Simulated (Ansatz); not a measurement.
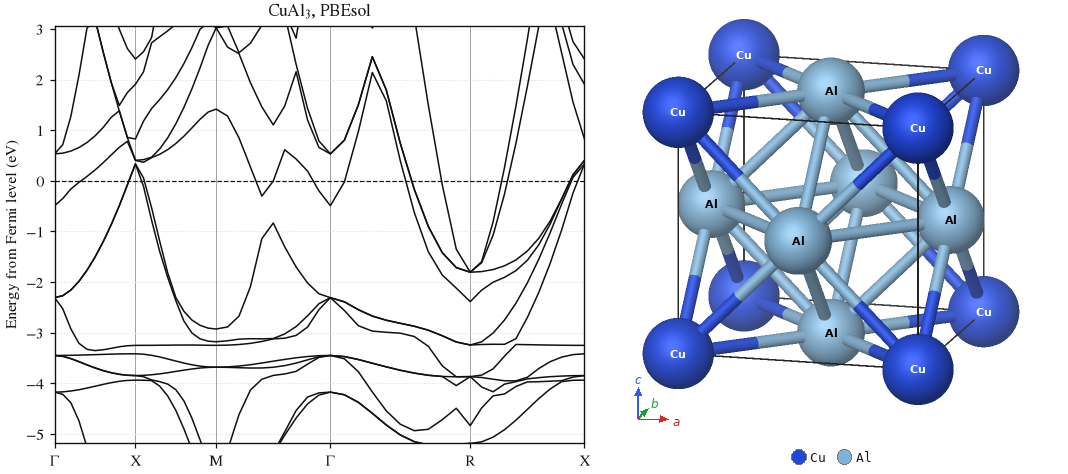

Band structure, beside the structure. Energies are counted from the Fermi level.

System: CuAl$_{3}$, space group Pm-3m (No. 221), 4 atoms in the cell; cubic a = 3.924 Å.

Computed with Ansatz 0.2.0: PBEsol, all-electron LAPW, no spin polarisation, no spin-orbit coupling, 7×7×7 k mesh, Fermi-Dirac smearing of 0.05 eV.

Question: Is there a gap at the Fermi level?

Answer: A metal: bands cross the Fermi level along this path.

Question: Which levels at M lie nearest to the Fermi level?

Answer: At M the nearest levels lie 2.93 eV below and 1.42 eV above the Fermi level.

The cell comes from a database of computed structures, and whether it is the stable form of this composition wasn't checked. Bands are joined in order of energy, so crossings between the computed points show as kinks or gaps.
